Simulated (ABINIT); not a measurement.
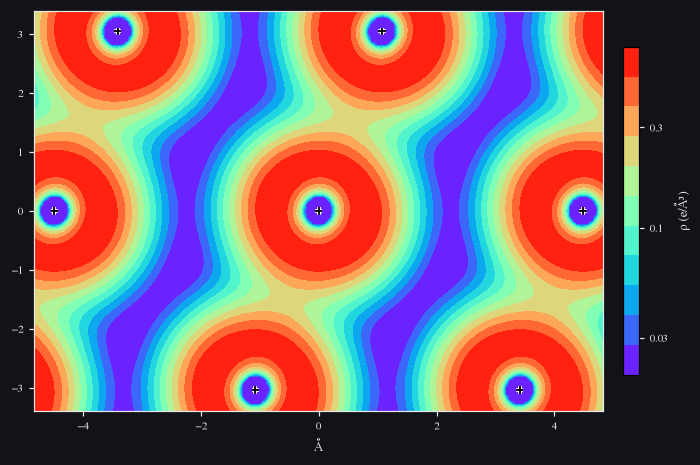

The valence charge density (pseudo) on a plane through atoms (crosses mark nuclei in the plane).

All numbers below come from Kohn-Sham DFT of a periodic cell, PBE, JTH PAW PBE v2.0 in ABINIT 10.8.3.

Candidates:
A. Ge, a = 5.15 Å, b = 5.15 Å, c = 2.79 Å, α = 90.00°, β = 90.00°, γ = 90.00°. Space group I4₁/amd; a structure from a database of computed crystals, not necessarily the ambient phase; computed pressure about 2 GPa in this cell.
B. I, a = 4.38 Å, b = 4.73 Å, c = 7.82 Å, α = 90.00°, β = 90.00°, γ = 90.00°. Space group Fmmm; a structure from a database of computed crystals, not necessarily the ambient phase.

> Which candidate gave the map?

Candidate B: I on the (111) plane of the conventional cell, which holds I. I–I (3.23 Å): ρ at the midpoint is about 0.22 e/Å³.
